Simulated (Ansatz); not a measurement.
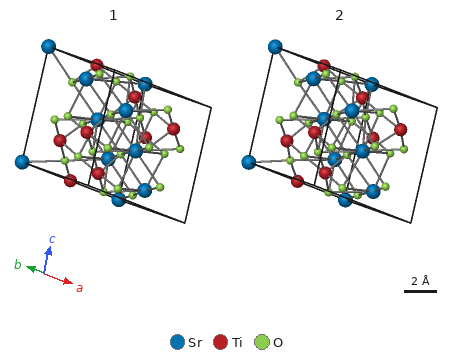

Two geometries of solid SrTiO3 (set up in P1), drawn at one scale. One is the start of a relaxation, the other its converged end. Style: ball-and-stick. Shown: the cell of the calculation, from a free direction.

Level of theory: DFT PBE, scalar-relativistic, plane waves, PAW in Ansatz 0.2.0. (plane-wave cutoff 420 eV; k-point mesh 3 × 3 × 3; occupations gaussian; smearing width 0.02 eV; no spin polarisation; atoms relaxed in a fixed cell; force threshold 0.03 eV/Å; at most 25 steps)

Q: Which of the two is the end point?

A: Structure 2 is the relaxed one. Over 4 accepted moves (5 points after the start) the energy falls by 26.3 meV per atom. The largest force component goes from 3.6 to 0.029 eV/Å. 1 step only repeated the SCF at the same geometry. A Sr atom moves most: 0.17 Å along [3 −1 0]. Largest moves by element: Sr 0.17 Å, O 0.16 Å, Ti 0.12 Å. The cell doesn't change. Some distances before and after: O–Sr 2.597 → 2.878 Å, O–Sr 2.950 → 2.690 Å, O–Sr 2.654 → 2.880 Å, O–Sr 2.878 → 2.690 Å. Among the angles between lasting bonds that change: Sr–O–Ti 95.1° → 85.5°, O–Ti–O 86.1° → 94.9°, Sr–O–Ti 86.3° → 95.0°. The space group (tolerance 0.01 Å) goes from P1 (No. 1) to R3m (No. 160). The run took 2.3 min on 8 threads of Arm Neoverse V2, on a shared host, peak memory 3.2 GiB.
